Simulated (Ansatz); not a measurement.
**Geometry relaxation, with input and output: Ga5O8 (charge −1) (part 4 of 5)**

Ga5O8 (defect cell, 39 atoms in the cell, total charge −1); DFT PBE, scalar-relativistic, plane waves, PAW, spin-polarised (Ansatz 0.2.0); cutoff 420 eV, 2×2×2 k-mesh, Gaussian smearing of 0.02 eV, collinear spins. The structure derives from a Materials Project entry. It belongs to a series of runs on one base structure; here: V_Ga, charge -1, atoms relaxed at the host's cell.

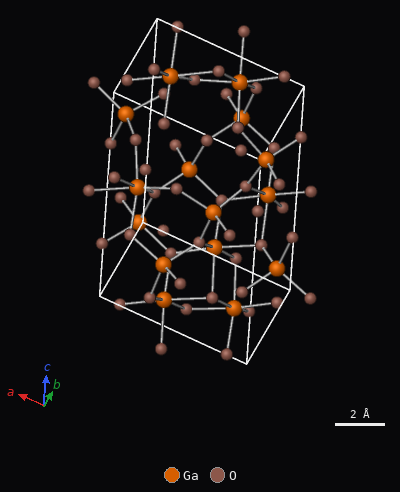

**Figure 1.** The geometry at step 1 of the log (ball-and-stick view of the cell of the calculation, seen at an oblique angle; bonded neighbours outside the cell are drawn too).

Log, continued:
```
  k-point 2 ↑: bands = ["-11.5063", "-11.2234", "-11.0750", "-11.0061", "-10.8754", "-10.7396", "-10.6728", "-10.6077", "-10.5471", "-10.5331", "-10.4735", "-10.4335", "-10.3792", "-10.3357", "-10.2875", "-10.2684", "-10.2218", "-10.1578", "-10.1260", "-10.1169", "-10.0880", "-10.0460", "-10.0266", "-9.8804", "-6.1187", "-6.1088", "-6.0938", "-6.0837", "-6.0609", "-6.0514", "-6.0434", "-6.0204", "-6.0160", "-6.0039", "-6.0011", "-5.9907", "-5.9787", "-5.9732", "-5.9616", "-5.9548",
      "-5.9484", "-5.9376", "-5.9323", "-5.9267", "-5.9229", "-5.9132", "-5.9037", "-5.8965", "-5.8891", "-5.8856", "-5.8780", "-5.8624", "-5.8600", "-5.8498", "-5.8465", "-5.8402", "-5.8351", "-5.8256", "-5.8160", "-5.8099", "-5.7998", "-5.7925", "-5.7839", "-5.7755", "-5.7703", "-5.7518", "-5.7414", "-5.7384", "-5.7185", "-5.7088", "-5.6849", "-5.6751", "-5.6558", "-5.6472", "-5.6342", "-5.6217", "-5.6073", "-5.5866", "-5.5790", "-5.5761",
      "-5.5707", "-5.5538", "-5.5381", "-5.5137", "-5.4989", "-5.4913", "-5.4444", "-5.4133", "-5.3853", "-5.3278", "-5.2990", "-5.2675", "-5.2194", "-5.1552", "-5.1069", "-5.0974", "-5.0017", "-4.9580", "-4.8590", "0.4106", "0.4698", "0.6218", "0.8245", "0.8788", "0.9726", "1.0916", "1.1742", "1.3041", "1.4566", "1.8977", "2.0479", "2.1771", "2.4269", "2.5445", "2.5794", "2.7625", "2.8357", "3.0463", "3.1503", "3.3389",
      "3.3711", "3.4886", "3.5756", "3.6210", "3.6974", "3.8086", "3.9272", "4.0260", "4.0787", "4.1997", "4.2398", "4.3275", "4.3551", "4.4764", "4.5353", "4.5880", "4.6905", "4.7692", "4.8633", "4.9035", "5.0565", "5.0764", "5.1739", "5.2554", "5.3707", "5.4453", "5.4706", "5.5322", "5.5989", "5.6365", "5.7021", "5.7240", "5.7930", "5.8163", "5.9091", "5.9817", "6.0351", "6.0578", "6.0931", "6.1764",
      "6.2142", "6.2356", "6.3094", "6.3421", "6.3969", "6.4774", "6.5293", "6.5753", "6.6314", "6.7581", "6.8364", "10.8696", "11.7391", "12.2123", "12.2550", "12.3416", "13.0741", "13.2072", "13.3057", "13.4218", "13.5693", "13.6864", "13.8720", "14.2304", "14.2994", "14.4891", "14.6724", "14.9245", "15.0334", "15.1750", "15.4411", "15.6223", "15.6911", "15.8566", "15.9723", "16.3140", "16.4515", "16.5480", "16.7429", "16.8529",
      "16.9738", "17.1572", "17.3137", "17.5191", "17.7532", "17.8318", "18.0146", "18.1628", "18.2844", "18.3636"]
  k-point 3 ↓: bands = ["-11.4500", "-11.2100", "-11.0400", "-10.8754", "-10.7618", "-10.6466", "-10.6220", "-10.5656", "-10.5416", "-10.4554", "-10.4219", "-10.3795", "-10.3243", "-10.2261", "-10.1573", "-10.1281", "-10.1030", "-10.0610", "-10.0164", "-9.9775", "-9.9605", "-9.8477", "-9.5994", "-9.5488", "-6.1176", "-6.1008", "-6.0874", "-6.0788", "-6.0598", "-6.0471", "-6.0406", "-6.0218", "-6.0167", "-6.0057", "-6.0001", "-5.9865", "-5.9805", "-5.9719", "-5.9640", "-5.9545",
      "-5.9464", "-5.9411", "-5.9293", "-5.9268", "-5.9199", "-5.9122", "-5.9012", "-5.8934", "-5.8827", "-5.8782", "-5.8733", "-5.8618", "-5.8599", "-5.8505", "-5.8417", "-5.8378", "-5.8262", "-5.8199", "-5.8116", "-5.8089", "-5.7980", "-5.7947", "-5.7872", "-5.7713", "-5.7566", "-5.7463", "-5.7403", "-5.7304", "-5.7176", "-5.6997", "-5.6885", "-5.6777", "-5.6507", "-5.6398", "-5.6306", "-5.6177", "-5.6072", "-5.5893", "-5.5790", "-5.5717",
      "-5.5579", "-5.5417", "-5.5314", "-5.5169", "-5.4966", "-5.4760", "-5.4314", "-5.3918", "-5.3709", "-5.3498", "-5.3171", "-5.2617", "-5.1910", "-5.1430", "-5.1037", "-5.0343", "-4.9781", "-4.9279", "-4.8482", "0.2954", "0.5246", "0.7121", "0.7951", "0.9960", "1.1021", "1.2371", "1.2703", "1.3020", "1.5574", "1.6850", "1.9898", "2.1310", "2.4644", "2.5484", "2.6502", "2.7960", "2.8691", "3.1241", "3.2971", "3.3625",
      "3.4737", "3.5627", "3.5946", "3.7191", "3.8448", "3.9401", "4.0428", "4.1023", "4.1503", "4.2251", "4.3252", "4.3926", "4.4661", "4.6325", "4.7170", "4.7405", "4.7841", "4.8477", "4.9303", "4.9834", "5.0416", "5.1402", "5.2929", "5.3287", "5.4203", "5.4984", "5.5600", "5.6670", "5.7598", "5.8012", "5.8402", "5.8837", "5.9638", "6.0253", "6.0895", "6.1073", "6.1719", "6.2425", "6.2949", "6.3501",
      "6.3617", "6.3927", "6.4381", "6.5259", "6.6798", "6.7350", "6.7535", "6.8784", "6.9902", "7.1002", "7.1764", "10.8575", "11.8291", "12.2823", "12.3884", "12.6209", "12.9235", "13.0454", "13.2436", "13.3908", "13.4898", "13.8215", "14.0256", "14.2665", "14.3059", "14.4128", "14.5557", "15.0009", "15.2186", "15.3308", "15.5909", "15.6892", "15.8198", "15.9579", "16.0400", "16.2677", "16.3684", "16.5289", "16.7353", "16.7923",
      "16.9203", "17.2128", "17.3724", "17.5815", "17.6521", "17.8743", "17.9535", "18.2952", "18.3467", "18.4562"]
--- Relaxed structure (6 steps of the walk, 6 accepted, 0 SCFs on fresh bases) ---
  F+E_penalty+E_count = -70361.27333616 eV   max|allowed force component| = 1.612e-2 eV/Å
  atoms:
    - { symbol: Ga, position: [0.9007825810102649, 0.4127274430499525, 0.418599701045768] }
    - { symbol: Ga, position: [0.14917238617195117, 0.16169843235060788, 0.16629437646894624] }
    - { symbol: Ga, position: [0.4046136657001726, 0.9103170840750963, 0.9133576882006722] }
    - { symbol: Ga, position: [0.5961799733623637, 0.08529093352840234, 0.08583065854429556] }
    - { symbol: Ga, position: [0.8422152717180862, 0.8284617098131952, 0.8310199145611679] }
    - { symbol: Ga, position: [0.08488550366743014, 0.5849662179975402, 0.5891484093545596] }
    - { symbol: Ga, position: [0.34782654533364143, 0.3327060732451498, 0.3367766647218066] }
    - { symbol: Ga, position: [0.46749090063797577, 0.7139481978972962, 0.3298467340577029] }
    - { symbol: Ga, position: [0.7130036096663901, 0.4691306355711677, 0.08053516533084179] }
    - { symbol: Ga, position: [0.9662324721011178, 0.21379903133975564, 0.8275535085349841] }
    - { symbol: Ga, position: [0.21098373343334742, 0.9636217614624689, 0.5826706112576587] }
    - { symbol: Ga, position: [0.7821549121031146, 0.026588322726897817, 0.4266502548935854] }
    - { symbol: Ga, position: [0.03714519573668357, 0.7825146165749487, 0.17057902339370512] }
    - { symbol: Ga, position: [0.2823511625104135, 0.5311365035220682, 0.9191940196342545] }
    - { symbol: Ga, position: [0.5346222453793106, 0.2854845803381937, 0.6727170017694839] }
    - { symbol: O, position: [0.4972539413994299, 0.4922712102194756, 0.7574009829634242] }
    - { symbol: O, position: [0.7457154154867864, 0.2421943788905363, 0.5058561390922537] }
    - { symbol: O, position: [-0.0006827889879141014, 0.986960935313019, 0.2600965131025347] }
    - { symbol: O, position: [0.24909712034084208, 0.7396964585081345, 0.0031556376383543305] }
    - { symbol: O, position: [0.7428696451319323, 0.26776103501895443, 0.985948769121003] }
    - { symbol: O, position: [0.9974815588222461, 0.0015158846406548854, 0.7494259775990907] }
    - { symbol: O, position: [0.2645682063890906, 0.745301337022169, 0.5051009016908934] }
    - { symbol: O, position: [0.49593205959112996, 0.5071410921536836, 0.2452503099758162] }
    - { symbol: O, position: [0.4070685692328072, 0.9368715350903285, 0.1563902290459702] }
    - { symbol: O, position: [0.6529526328272403, 0.6996800180496008, 0.9251093204896023] }
    - { symbol: O, position: [0.9388289856757532, 0.4114139187931083, 0.6391286451818761] }
    - { symbol: O, position: [0.1638212190363703, 0.1787517068978519, 0.3998348466514613] }
    - { symbol: O, position: [0.8598101948497731, 0.8188566123093967, 0.5985086122918257] }
    - { symbol: O, position: [0.09461109011793559, 0.5621537112998671, 0.34471917455543205] }
    - { symbol: O, position: [0.3362619494247361, 0.31395928407212353, 0.09935723047828451] }
    - { symbol: O, position: [0.5857573620260919, 0.06945300093527185, 0.8519376538183642] }
    - { symbol: O, position: [0.06712724100043549, 0.5890410121203233, 0.824877700627495] }
    - { symbol: O, position: [0.3246765576237898, 0.3503404952312703, 0.5671065576106448] }
    - { symbol: O, position: [0.5746959365146211, 0.10311585301054105, 0.3148247153923095] }
    - { symbol: O, position: [0.824659365221716, 0.8561017389122663, 0.06700173348084248] }
    - { symbol: O, position: [0.17324858768853973, 0.14455244054579758, 0.9380475652194422] }
    - { symbol: O, position: [0.41048171380577536, 0.9501840643267097, 0.6770964582581238] }
    - { symbol: O, position: [0.7011040989506607, 0.662019635355364, 0.3905527865342462] }
    - { symbol: O, position: [0.9267850729979444, 0.39327638159081274, 0.1841034167112784] }
--- Löwdin populations: 39 sites ---
  site symbol       q [e]    m [muB]
     0     Ga     11.9941    -0.0115
     1     Ga     12.0063    -0.0022
     2     Ga     11.9929    -0.0116
     3     Ga     11.9999    -0.0056
     4     Ga     11.9903    -0.0050
     5     Ga     11.9905    -0.0052
     6     Ga     11.9992    -0.0046
     7     Ga     11.9767    -0.0136
     8     Ga     11.9693    -0.0055
     9     Ga     11.9724    -0.0060
    10     Ga     11.9746    -0.0129
    11     Ga     11.9683    -0.0032
    12     Ga     11.9765    -0.0060
    13     Ga     11.9858    -0.0103
    14     Ga     11.9838    -0.0150
    15      O      6.5329     0.3916
    16      O      6.6608     0.0106
    17      O      6.6633     0.0140
    18      O      6.6555     0.0117
    19      O      6.6234     0.0985
    20      O      6.6525     0.0293
    21      O      6.6352     0.0602
    22      O      6.6576     0.0184
    23      O      6.6413     0.0117
    24      O      6.6335     0.0648
    25      O      6.6326     0.0708
    26      O      6.6386     0.0143
    27      O      6.6461     0.0274
    28      O      6.6382     0.0107
    29      O      6.6404     0.0099
    30      O      6.6379     0.0164
    31      O      6.6668     0.0098
    32      O      6.6131     0.1533
    33      O      6.6578     0.0066
    34      O      6.6175     0.1410
    35      O      6.6639     0.0212
    36      O      6.5283     0.4569
    37      O      6.5266     0.4557
    38      O      6.6640     0.0212
  spilling = 0.003210 (of n_electrons = 340.000000)
```

File populations.tsv:
```
# site	symbol	l	j	q_up	q_dn
# orbitals = lowdin
# n_electrons = 340.000000
# spilling = 0.003210
0	Ga	0_4S	-	0.368096	0.371698
0	Ga	1_4P	-	0.627175	0.635625
0	Ga	2_3D	-	4.996018	4.995446
1	Ga	0_4S	-	0.369831	0.371010
1	Ga	1_4P	-	0.636115	0.637546
1	Ga	2_3D	-	4.996112	4.995670
2	Ga	0_4S	-	0.368129	0.371827
2	Ga	1_4P	-	0.626507	0.634998
2	Ga	2_3D	-	4.996018	4.995388
3	Ga	0_4S	-	0.371298	0.372949
3	Ga	1_4P	-	0.629508	0.633750
3	Ga	2_3D	-	4.996309	4.996061
4	Ga	0_4S	-	0.368890	0.370772
4	Ga	1_4P	-	0.627858	0.631363
4	Ga	2_3D	-	4.995942	4.995512
5	Ga	0_4S	-	0.370660	0.372554
5	Ga	1_4P	-	0.625881	0.629718
5	Ga	2_3D	-	4.996089	4.995605
6	Ga	0_4S	-	0.370289	0.371850
6	Ga	1_4P	-	0.630815	0.634225
6	Ga	2_3D	-	4.996201	4.995866
7	Ga	0_4S	-	0.377810	0.382509
7	Ga	1_4P	-	0.612110	0.623515
7	Ga	2_3D	-	4.991668	4.989134
8	Ga	0_4S	-	0.377266	0.379144
8	Ga	1_4P	-	0.613188	0.617832
8	Ga	2_3D	-	4.991421	4.990435
9	Ga	0_4S	-	0.377370	0.379270
9	Ga	1_4P	-	0.614463	0.619600
9	Ga	2_3D	-	4.991370	4.990343
10	Ga	0_4S	-	0.378281	0.383013
10	Ga	1_4P	-	0.610700	0.621390
10	Ga	2_3D	-	4.991851	4.989347
11	Ga	0_4S	-	0.377905	0.378651
11	Ga	1_4P	-	0.613396	0.616052
11	Ga	2_3D	-	4.991243	4.991028
12	Ga	0_4S	-	0.377892	0.379676
12	Ga	1_4P	-	0.615973	0.620647
12	Ga	2_3D	-	4.991413	4.990927
13	Ga	0_4S	-	0.379409	0.382878
13	Ga	1_4P	-	0.616736	0.625193
13	Ga	2_3D	-	4.991626	4.989995
14	Ga	0_4S	-	0.377446	0.382234
14	Ga	1_4P	-	0.615280	0.627514
14	Ga	2_3D	-	4.991647	4.989674
15	O	0_2S	-	0.865311	0.860288
15	O	1_2P	-	2.596939	2.210313
16	O	0_2S	-	0.823192	0.823502
16	O	1_2P	-	2.512533	2.501603
17	O	0_2S	-	0.823567	0.823507
17	O	1_2P	-	2.515080	2.501152
18	O	0_2S	-	0.822573	0.822894
18	O	1_2P	-	2.511037	2.499030
19	O	0_2S	-	0.831263	0.829872
19	O	1_2P	-	2.529691	2.432600
20	O	0_2S	-	0.826545	0.826528
20	O	1_2P	-	2.514341	2.485107
21	O	0_2S	-	0.830705	0.830967
21	O	1_2P	-	2.516994	2.456547
22	O	0_2S	-	0.823500	0.823729
22	O	1_2P	-	2.514480	2.495867
23	O	0_2S	-	0.839354	0.839562
23	O	1_2P	-	2.487177	2.475238
24	O	0_2S	-	0.831622	0.830709
24	O	1_2P	-	2.517535	2.453677
25	O	0_2S	-	0.832496	0.831337
25	O	1_2P	-	2.519191	2.449592
26	O	0_2S	-	0.839278	0.839520
26	O	1_2P	-	2.487213	2.472635
27	O	0_2S	-	0.830496	0.830313
27	O	1_2P	-	2.506233	2.479018
28	O	0_2S	-	0.838705	0.839036
28	O	1_2P	-	2.485747	2.474751
29	O	0_2S	-	0.839221	0.839511
29	O	1_2P	-	2.485900	2.475741
30	O	0_2S	-	0.838543	0.839091
30	O	1_2P	-	2.488643	2.471666
31	O	0_2S	-	0.835068	0.835455
31	O	1_2P	-	2.503247	2.493019
32	O	0_2S	-	0.842255	0.839631
32	O	1_2P	-	2.540941	2.390230
33	O	0_2S	-	0.830595	0.830837
33	O	1_2P	-	2.501602	2.494736
34	O	0_2S	-	0.841289	0.838664
34	O	1_2P	-	2.537965	2.399623
35	O	0_2S	-	0.834138	0.834323
35	O	1_2P	-	2.508400	2.487055
36	O	0_2S	-	0.867681	0.861424
36	O	1_2P	-	2.624947	2.174283
37	O	0_2S	-	0.867373	0.861105
37	O	1_2P	-	2.623754	2.174334
38	O	0_2S	-	0.834328	0.834523
38	O	1_2P	-	2.508271	2.486840
```

Trajectory as extended XYZ (Å, eV, eV/Å), 6 frames, from step=1 to step=6:
```
39
Lattice="-4.8291 -1.5416 -5.7152 -6.2271 4.6249 -0.0062 1.3980 6.1665 -5.7089" Properties=species:S:1:pos:R:3:forces:R:3 step=1 energy=-70361.17388
Ga   -6.3348    3.0809   -7.5494   -0.0485   0.2788   0.1513
Ga   -1.5009    1.5443   -1.7967    0.0913   0.0075   0.0521
Ga   -6.3420    9.2429   -7.5412   -0.1314  -0.3105   0.2586
Ga   -3.2892    0.0122   -3.8935   -0.1273  -0.2188  -0.1616
Ga   -8.0515    7.6590   -9.5631   -0.0214  -0.0584   0.0601
Ga   -3.1860    6.2075   -3.8488   -0.2568  -0.0317  -0.0749
Ga   -3.2844    3.0664   -3.9106    0.0230   0.2323  -0.1737
Ga   -6.2601    4.6126   -4.5580    0.0184   0.2137  -0.5646
Ga   -6.2510    1.5729   -4.5289   -0.0170  -0.0458   0.1058
Ga   -4.8335    4.6072  -10.2402    0.2121  -0.0073  -0.0492
Ga   -6.2113    7.7426   -4.5251    0.1587  -0.1837  -0.2590
Ga   -3.3606    1.5403   -6.8976    0.0671  -0.0180  -0.0796
Ga   -4.8148    4.6119   -1.2181    0.0782   0.0867   0.2236
Ga   -3.3689    7.7025   -6.8536   -0.2295  -0.2852   0.0820
Ga   -3.4026    4.6218   -6.9180   -0.2157   0.4307   0.2163
O    -4.4092    6.1885   -7.1016    0.2363  -0.2526  -0.1021
O    -4.4087    3.0874   -7.1510   -0.0014  -0.0846   0.0057
O    -5.7771    6.1653   -1.5287   -0.1063  -0.0387   0.0735
O    -5.8094    3.0494   -1.4394    0.0774   0.1088  -0.0265
O    -3.8857    6.1786   -9.8165    0.0285   0.0406  -0.2212
O    -3.7603    3.0933   -9.9838   -0.0558   0.0477  -0.0121
O    -5.2014    6.1586   -4.4983   -0.1654  -0.0489   0.2329
O    -5.2101    3.1075   -4.2530    0.0243  -0.1119   0.0427
O    -7.5824    4.6737   -3.2214   -0.0425   0.0331   0.0649
O    -6.2098    7.9374   -8.9950   -0.0511  -0.0452  -0.1147
O    -6.1768    4.3958   -9.0099   -0.1931  -0.0536   0.1610
O    -1.3436    3.0349   -3.2154   -0.0942  -0.0298   0.1314
O    -8.4303    6.1315   -8.3223    0.1898   0.1690  -0.2697
O    -3.4802    4.5821   -2.5468   -0.0035  -0.1173   0.0297
O    -3.4424    1.5460   -2.4843    0.1002   0.0632  -0.0447
O    -2.0694    4.6774   -8.2298    0.0670   0.0062  -0.0397
O    -2.8261    7.7026   -5.0864    0.1254   0.1420   0.0578
O    -2.9043    4.5971   -5.1187   -0.1207   0.0044   0.1045
O    -2.9888    1.5259   -5.0794   -0.0252   0.0113   0.0712
O    -9.1965    3.1136   -5.1241   -0.1597  -0.0467   0.0630
O    -0.4172    6.1898   -6.3374    0.0105   0.0885  -0.0917
O    -7.0297    7.9813   -6.1828    0.2146   0.1016  -0.1261
O    -7.0451    4.3446   -6.2388    0.3335   0.0293   0.2673
O    -6.6642    1.5230   -6.3422    0.0101  -0.1064  -0.0441
```
